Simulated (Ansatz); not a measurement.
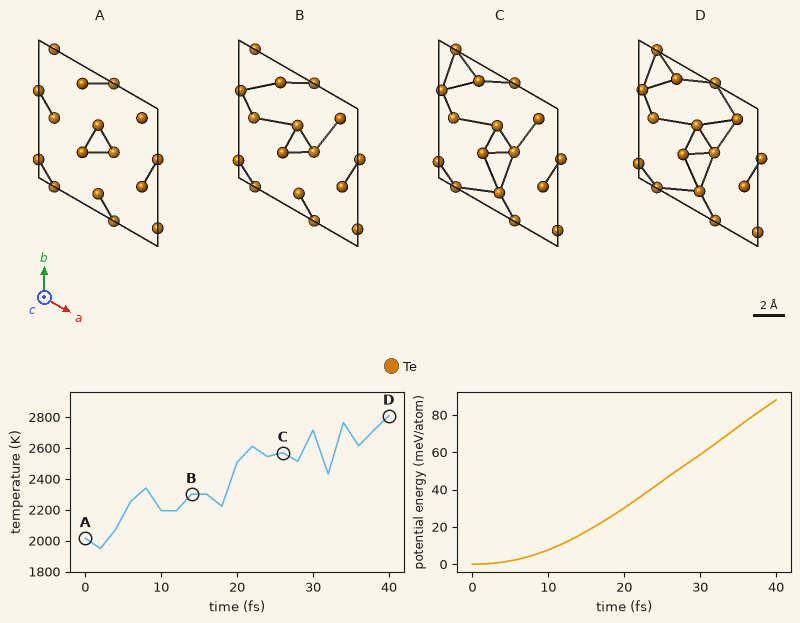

First-principles dynamics of a 12-atom cell of Te (built on the database structure type), 40 fs long. Frames (A at 0 fs, B at 14 fs, C at 26 fs, D at 40 fs) and the history of the run. A ball-and-stick model of the simulation cell, seen along the c axis. Bonds to atoms that aren't drawn are left out.

These are results of DFT, PBEsol, plane waves, PAW (Ansatz), not measurements. Run with plane-wave cutoff 420 eV; k-point mesh 3 × 3 × 2; Fermi-Dirac smearing 0.19 eV; Langevin thermostat (NVT); set temperature 2200 K; time step 2 fs.

Q: What do the frames and curves show?

A: In the second half of the run the atoms are, in the root-mean-square, this far from where they began (common drift taken out): Te 0.19 Å. The run lasts only 40 fs, too short to tell vibration from diffusion. Over the second half the temperature averages 2618 K (spread ±114 K). The potential energy is still drifting at the end, so the run hasn't reached equilibrium. The potential energy in the second half lies on average 59.0 meV per atom above the first frame.

Cost: 7.1 min on 4 threads of Arm Neoverse N1, on a shared host, peak memory 1.6 GiB.
